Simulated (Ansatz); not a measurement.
**What a change does: single-point calculation on BN**

System: BN (F-43m, 2 atoms in the cell).
Method of the first run: DFT r2SCAN, scalar-relativistic, plane waves, PAW, no spin polarisation (Ansatz 0.2.0).

The structure derives from an entry of the Crystallography Open Database. Text and figures count atoms from 1; the logs count them from 0 in places.

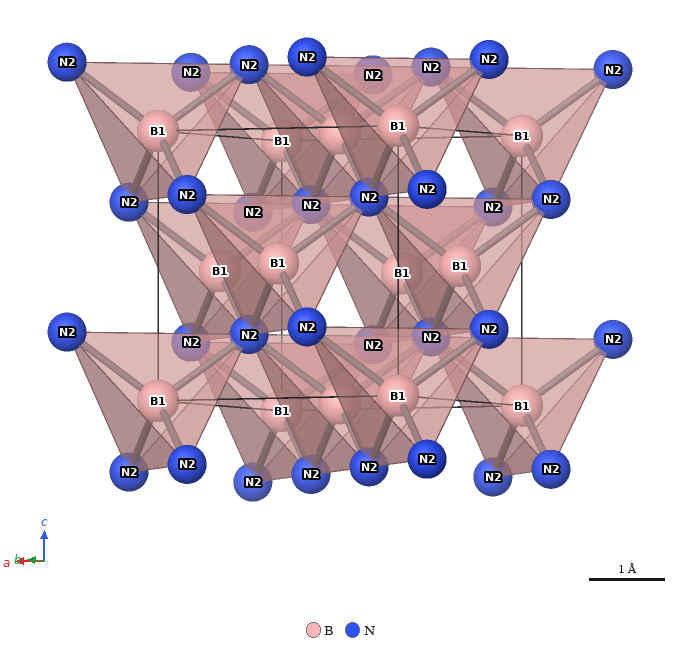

The structure (polyhedral view of the cell 4 times as large as that of the calculation, set on its symmetry axes, seen at an oblique angle; polyhedra are completed across the faces of the cell; atoms are numbered from 1 in the order of the input).

**Input file, the first run**
```yaml
crystal:
  lattice:
    - [0.0, 1.8048042025, 1.8048042025]
    - [1.8048042025, 0.0, 1.8048042025]
    - [1.8048042025, 1.8048042025, 0.0]
  atoms:
    - { symbol: B, position: [0.0, 0.0, 0.0] }
    - { symbol: "N", position: [0.75, 0.75, 0.75] }
basis:
  ecutwfc: 500
  ecutrho_ratio: 4
kpoints:
  mp_grid: { grid: [12, 12, 12] }
hamiltonian:
  xc: r2scan
scf:
  occupations: { method: gaussian, width: 0.05 }
output:
  forces: true
  stress: true
  eigenvalues: true
```

Command:
```bash
ansatz run input.yaml --threads 4 --pin off --max-ram 7168MiB --backend cpu --events-out ev --progress --plain --runs-dir out
```

Hardware: 4 threads of Arm Neoverse V1, 24 GiB of memory available, shared host.

**Output, shortened to warnings, some set-up lines, iterations and results (the first run)**
```
Basis set: ecut = 500 eV, 307 PW (Γ), exchange–correlation on 80×80×80 points (64 copies of the dense FFT grid, shifted against one another)
Symmetry: 24 space group operations
k-points: 72 of 1728 (time reversal used)
Initial density: superposition of atomic densities (neutral atoms: chi_scale 0, normalization atom), corrected by the library's trained network
[...]
SCF iter   1: F=—  HF=-543.914216 eV  |F-HF|=—  |Δ(HF+E_count)|=         —  Δρ=1.17e-2  dr2=1.22e-2  dr2_τ=3.29e-1  ethr=1.77e-3  ⟨swp⟩=4.6  Hψ=3797  notcnv=0
SCF iter   2: F=—  HF=-544.006355 eV  |F-HF|=—  |Δ(HF+E_count)|=   9.21e-2  Δρ=6.54e-3  dr2=1.85e-3  dr2_τ=2.28e-4  ethr=1.53e-4  ⟨swp⟩=2.0  Hψ=1728  notcnv=0
SCF iter   3: F=—  HF=-544.006603 eV  |F-HF|=—  |Δ(HF+E_count)|=   2.48e-4  Δρ=1.59e-3  dr2=1.09e-4  dr2_τ=2.90e-5  ethr=2.31e-5  ⟨swp⟩=1.9  Hψ=744  notcnv=0
SCF iter   4: F=—  HF=-544.006616 eV  |F-HF|=—  |Δ(HF+E_count)|=   1.39e-5  Δρ=1.61e-4  dr2=1.57e-6  dr2_τ=1.71e-7  ethr=1.37e-6  ⟨swp⟩=2.0  Hψ=857  notcnv=0
SCF iter   5: F=—  HF=-544.006617 eV  |F-HF|=—  |Δ(HF+E_count)|=   4.27e-7  Δρ=6.18e-5  dr2=3.66e-7  dr2_τ=1.66e-8  ethr=1.96e-8  ⟨swp⟩=2.6  Hψ=870  notcnv=0
SCF iter   6: F=-544.006617 eV  HF=-544.006617 eV  |F-HF|=2.26e-9  |Δ(HF+E_count)|=   5.00e-9  Δρ=1.03e-5  dr2=8.93e-9  dr2_τ=2.35e-10  ethr=1.25e-9  ⟨swp⟩=5.0  Hψ=2880  …
SCF 1 converged in 6 iterations: F = -544.006617 eV  dr2 = 8.93e-9
SCF converged after 6 iterations
Free energy (F): -544.006617 eV
Harris-Foulkes:  -544.006617 eV  (|F-HF|=2.26e-9)
Internal energy: -544.006617 eV  (E = F + TS)
E sigma→0 (E₀):  -544.006617 eV
Fermi energy:    13.582532 eV
--- Per-component energies (eV) ---
  E_band       = 22.332034
  E_kinetic    = 186.172020
  E_local      = -174.769016  (includes V_loc(G=0)·N_el)
  E_nonlocal   = 55.887556
  E_hartree    = 49.520710
  E_xc         = -92.367573
  E_vxc        = -127.842253  (∫ρ·V_xc dr)
  E_paw        = -209.482362  (= ΣΔE_a)
  E_vpaw       = -23.157229  (= ΣTr[D̂ρ^β])
  E_aug_tail   = 0.000018  (compensation charges beyond the density's cutoff)
  E_vtau       = 7.000598  (kinetic-family band-sum trace: ∫τ·v_τ [+ j·A + Jᵃ·Aᵃ] dr)
  E_ewald      = -358.919961
  E_core_change = -0.048007  (= ΣΔE_core)
  E_smearing   = -0.000000  (= −TS)
  E_closure    = 0.000000  (closes the sum)
  Σ components = -544.006617   (vs F -544.006617, Δ=0.00e0)
--- Forces (eV/Å), atoms counted from 1 ---
  atom   1  B     -0.00000000     0.00000000     0.00000000
  atom   2  N      0.00000000     0.00000000    -0.00000000
  max |Σ_I F_I| component: 5.18e-16 eV/Å
--- Stress (GPa, compression-positive) ---
        0.041631       0.000000      -0.000000
        0.000000       0.041631       0.000000
       -0.000000       0.000000       0.041631
  P = ⅓ Tr σ = 0.0416 GPa (0.416 kbar)
```

The input of the second run differs as follows (lines with − go, lines with + come):
```diff
-  mp_grid: { grid: [12, 12, 12] }
+  mp_grid: { grid: [12, 11, 13] }
+  max_iter: 60
-  eigenvalues: true
```

Predict how the results change.

The energy doesn't change within 0.01 meV per atom. The number of SCF iterations is the same. The irreducible k-points go from 72 to 859.

**Output, shortened to warnings, some set-up lines, iterations and results (the second run)**
```
Warning: crystal.symmetry: narrowed to the stabiliser of the k-point mesh — unitary ops 24 → 1; excluded 23 operations that carry a point of the 12×11×13 mesh (shift [0, 0, 0]) off the mesh (the run samples exactly the mesh kpoints.mp_grid names, as under crystal.symmetry.detect: false, and its converged state has the mesh's symmetry, not the crystal's; ε∞, the Born charges and the force …
Basis set: ecut = 500 eV, 307 PW (Γ), exchange–correlation on 80×80×80 points (64 copies of the dense FFT grid, shifted against one another)
Symmetry: 1 space group operations
k-points: 859 of 1716 (time reversal used)
Initial density: superposition of atomic densities (neutral atoms: chi_scale 0, normalization atom), corrected by the library's trained network
[...]
SCF iter   1: F=—  HF=-543.914209 eV  |F-HF|=—  |Δ(HF+E_count)|=         —  Δρ=1.17e-2  dr2=1.22e-2  dr2_τ=3.29e-1  ethr=1.77e-3  ⟨swp⟩=4.6  Hψ=45404  notcnv=0
SCF iter   2: F=—  HF=-544.006354 eV  |F-HF|=—  |Δ(HF+E_count)|=   9.21e-2  Δρ=6.54e-3  dr2=1.85e-3  dr2_τ=2.29e-4  ethr=1.53e-4  ⟨swp⟩=2.0  Hψ=20616  notcnv=0
SCF iter   3: F=—  HF=-544.006602 eV  |F-HF|=—  |Δ(HF+E_count)|=   2.48e-4  Δρ=1.59e-3  dr2=1.09e-4  dr2_τ=2.90e-5  ethr=2.31e-5  ⟨swp⟩=2.0  Hψ=9043  notcnv=0
SCF iter   4: F=—  HF=-544.006616 eV  |F-HF|=—  |Δ(HF+E_count)|=   1.45e-5  Δρ=1.61e-4  dr2=1.57e-6  dr2_τ=1.72e-7  ethr=1.37e-6  ⟨swp⟩=2.0  Hψ=10284  notcnv=0
SCF iter   5: F=—  HF=-544.006617 eV  |F-HF|=—  |Δ(HF+E_count)|=   5.28e-7  Δρ=6.20e-5  dr2=3.69e-7  dr2_τ=1.69e-8  ethr=1.97e-8  ⟨swp⟩=2.6  Hψ=10393  notcnv=0
SCF iter   6: F=-544.006617 eV  HF=-544.006617 eV  |F-HF|=2.58e-9  |Δ(HF+E_count)|=   4.24e-9  Δρ=1.07e-5  dr2=9.72e-9  dr2_τ=2.29e-10  ethr=1.25e-9  ⟨swp⟩=4.0  Hψ=20616  …
SCF 1 converged in 6 iterations: F = -544.006617 eV  dr2 = 9.72e-9
SCF converged after 6 iterations
Free energy (F): -544.006617 eV
Harris-Foulkes:  -544.006617 eV  (|F-HF|=2.58e-9)
Internal energy: -544.006617 eV  (E = F + TS)
E sigma→0 (E₀):  -544.006617 eV
Fermi energy:    13.630882 eV
--- Per-component energies (eV) ---
  E_band       = 22.332006
  E_kinetic    = 186.172024
  E_local      = -174.769046  (includes V_loc(G=0)·N_el)
  E_nonlocal   = 55.887567
  E_hartree    = 49.520728
  E_xc         = -92.367573
  E_vxc        = -127.842255  (∫ρ·V_xc dr)
  E_paw        = -209.482367  (= ΣΔE_a)
  E_vpaw       = -23.157232  (= ΣTr[D̂ρ^β])
  E_aug_tail   = 0.000018  (compensation charges beyond the density's cutoff)
  E_vtau       = 7.000599  (kinetic-family band-sum trace: ∫τ·v_τ [+ j·A + Jᵃ·Aᵃ] dr)
  E_ewald      = -358.919961
  E_core_change = -0.048007  (= ΣΔE_core)
  E_smearing   = -0.000000  (= −TS)
  E_closure    = 0.000000  (closes the sum)
  Σ components = -544.006617   (vs F -544.006617, Δ=0.00e0)
--- Forces (eV/Å), atoms counted from 1 ---
  atom   1  B     -0.00000121    -0.00000399    -0.00000098
  atom   2  N      0.00000122     0.00000401     0.00000099
  max |Σ_I F_I| component: 1.41e-8 eV/Å
--- Stress (GPa, compression-positive) ---
        0.041362      -0.000038       0.000017
       -0.000038       0.041169       0.000115
        0.000017       0.000115       0.041502
  P = ⅓ Tr σ = 0.0413 GPa (0.413 kbar)
```

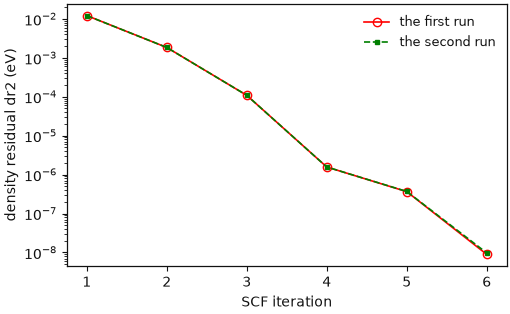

Convergence of the two runs: density residual dr2 against the SCF iteration. The first run takes 6 iterations in all, and the second run takes 6.

**The two runs side by side**

| quantity | the first run | the second run |
| --- | --- | --- |
| outcome | converged | converged |
| free energy per atom (eV) | −272.0033 | −272.0033 |
| gap on the mesh (eV) | 5.00 | – |
| pressure (GPa) | 0.04 | 0.04 |
| largest force (eV/Å) | 0.000 | 0.000 |
| SCF iterations | 6 | 6 |
| irreducible k-points | 72 | 859 |
| plane waves at Γ | 307 | 307 |
| wall time (shared host) | 0.68 s | 4.3 s |

For the second run: The input was spoiled on purpose: a mesh that breaks the symmetry (`kpoints.mp_grid.grid`). It did no harm here: the run converged to the energy of the sound run within 1 meV per atom. Warnings: the k-point mesh lowers the symmetry that the run can use.
